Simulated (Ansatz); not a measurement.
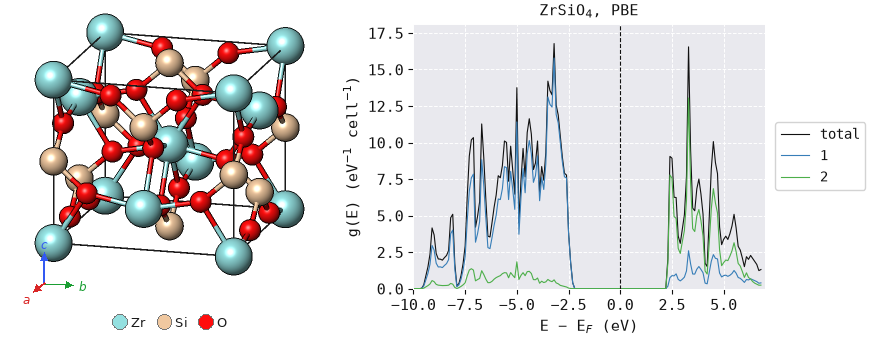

Density of states, beside the structure. Energies are counted from the Fermi level. The partial curves are projected on Löwdin-orthogonalised atomic shells.

System: ZrSiO₄, space group I4_1/amd, 12 atoms in the cell.

Computed with Ansatz 0.2.0: DFT PBE, scalar-relativistic, plane waves, PAW, no spin polarisation, 6×6×6 k mesh.

The numbered curves are projections. Which is which? The candidates: O, Zr.

Answer. 1 is O; 2 is Zr.

Metal or insulator, going by the density of states?

Answer. There is a gap; over the k points computed it is 4.59 eV.
